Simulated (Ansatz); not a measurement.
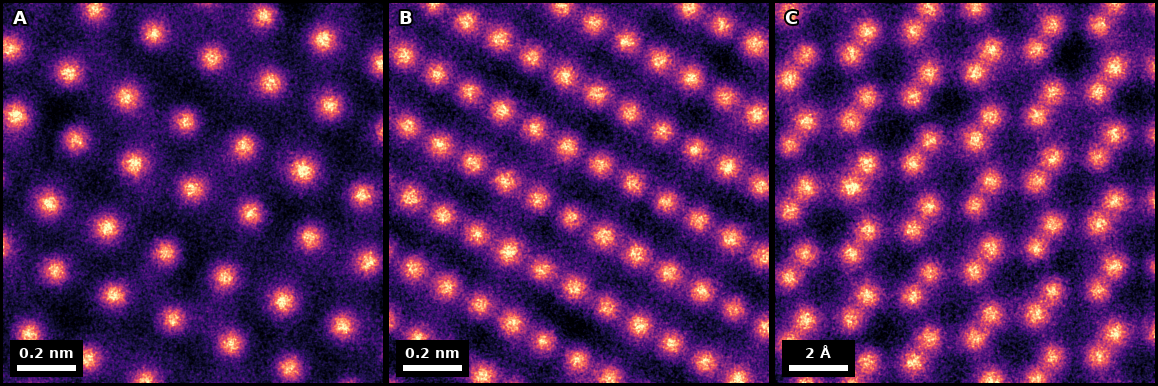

Three views of Co (Fmmm, No. 69) along different zone axes. Simulated as the projected potential of neutral atoms (B = 0.3 Å²) blurred by a 0.50 Å probe, the thin-sample limit of integrated differential phase contrast. Shot noise and the speckle of an amorphous layer were added. Structure used: the end point of a relaxation with Ansatz, DFT PBE, scalar-relativistic, plane waves, PAW; the starting structure was generated, so it need not be a known form of this composition.

```yaml
crystal:
  lattice:
    - [2.56152, 0.00000, 0.00000]
    - [0.00000, 4.12757, 0.00000]
    - [0.00000, 0.00000, 8.78503]
  atoms:
    - { symbol: Co, position: [0.00000, 0.00000, 0.13442] }
    - { symbol: Co, position: [0.50000, 0.00000, 0.36558] }
    - { symbol: Co, position: [0.00000, 0.50000, 0.63442] }
    - { symbol: Co, position: [0.50000, 0.50000, 0.86558] }
    - { symbol: Co, position: [0.50000, 0.00000, 0.63442] }
    - { symbol: Co, position: [0.00000, 0.00000, 0.86558] }
    - { symbol: Co, position: [0.50000, 0.50000, 0.13442] }
    - { symbol: Co, position: [0.00000, 0.50000, 0.36558] }
```

Match the panels to the zone axes [001], [011] and [110].

A is [110]: projected cell 2.18 × 4.53 Å, 104°, plane group c2mm. B is [001]: projected cell 1.28 × 2.06 Å, 90°, plane group p2mm. C is [011]: projected cell 2.26 × 2.26 Å, 111°, plane group c2mm.
